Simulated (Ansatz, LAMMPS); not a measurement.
# Static equation of state of glassy 76SiO2-9BaO-7SrO-4Li2O-4ZrO2 (mol %) (128 atoms)

Density of this cell: 2.94 g/cm³. The cell holds 128 atoms: 34 Si, 4 Ba, 3 Sr, 4 Li, 2 Zr and 81 O. Cell: a = 12.347 Å, b = 12.291 Å, c = 12.237 Å, α = 90.7°, β = 86.3°, γ = 87.9°. The starting structure: 128 atoms (34 Si, 4 Ba, 3 Sr, 4 Li, 2 Zr, 81 O) placed at random at 2.87 g/cm³, melted at 4000 K for 10 ps at fixed volume with the Morse and Coulomb pair potential with partial charges (Pedone, Malavasi, Menziani, Cormack and Segre, J. Phys. Chem. B 110, 11780 (2006)). Quenched from 4000 K to 300 K at 10 K/ps and fixed volume, held 10 ps at zero pressure, then minimised at fixed cell.

Calculated with Ansatz 0.2.0: Kohn-Sham DFT, PBE, PAW (set soft_2), plane waves; cutoff 420 eV, Γ point, fixed occupations. Cell and atoms were relaxed first, to V0 = 14.468 Å³ an atom at a residual P0 = -0.020 GPa. The cell was then scaled evenly, and the atoms were relaxed at each volume.

```
volume (Å³/atom)  pressure (GPa)
          13.021           5.624
          13.600               ?
          14.034           1.929
          14.902          -1.660
          15.336          -3.215
```

Task: Fit the third-order Birch–Murnaghan equation to the rows given and interpolate to the withheld row.

**Working.**

Take the Eulerian strain f = ½[(V0/V)^(2/3) − 1] and the normalised pressure F = (P − P0) / [3f(1 + 2f)^(5/2)]. The third-order Birch–Murnaghan equation is then the line F = B0 + (3/2)B0(B′ − 4) f, so u = f and v = F.

```
      u = f  v = F (GPa)
  0.0363829      43.3834
  0.0102569      60.2160
-0.00975638      58.8714
 -0.0190506      61.6021
```

With n = 4: mean u = 0.00445822, mean v = 56.0182, Σ(u − ū)² = 0.0018075, Σ(u − ū)(v − v̄) = -0.55085. Slope b = -0.55085 / 0.0018075 = -304.75; intercept a = v̄ − b ū = 57.377.

So B0 = a = 57.4 GPa and B′ = 4 + 2b/(3a) = 0.459. At the withheld volume f = 0.02106, F = a + b f = 50.96 GPa, and P = P0 + 3f(1 + 2f)^(5/2) F.

Prediction at 13.600: 3.549 GPa. The run gave 3.792 GPa, so the fit is low by 0.24 GPa (6.4 % of the value).

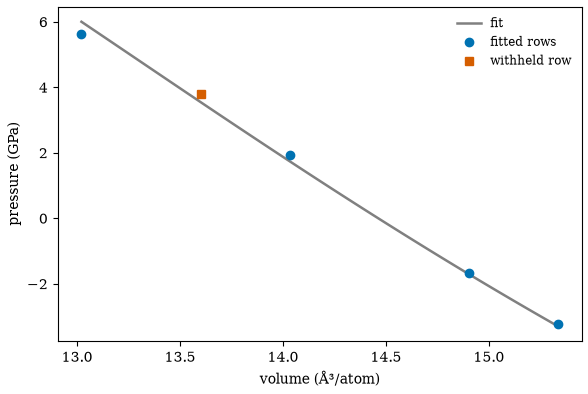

The fit, the rows that it rests on and the withheld row.

The series isn't one smooth equation of state: even a line fitted to all rows, the withheld one included, misses F by up to 9.8 %, the count of bonds changes along the series and an atom moves over 0.5 Å in some relaxation. B0 and B′ are then only the numbers of this fit, not moduli of the material. Among the rows given, the largest miss of the fit is at 13.021, by 0.38 GPa (4.3 % of the range of the table).

Limits: Static cells at zero temperature; the cell shape is held. The program notes that the SCF threshold of these relaxations is loose for the stress. The quench rate of 10 K/ps is many orders above laboratory rates, so the cell is likely richer in defects and strain than a real sample. The network of bonds at the start is that of the classical potential that made the cell, and needn't be the one that DFT or experiment would give. Only the Γ point is sampled, in a cell whose shortest periodic width is 12 Å.

[Logs are printed without paths, hosts, clocks, repeated set-up lines and the standing remarks that a program may print on its own settings, such as how far it seeks lower states.]

[Hosts, paths, dates, database ids (printed as entryN), source tags and the programs' standing remarks are cut or masked in the printed files.]
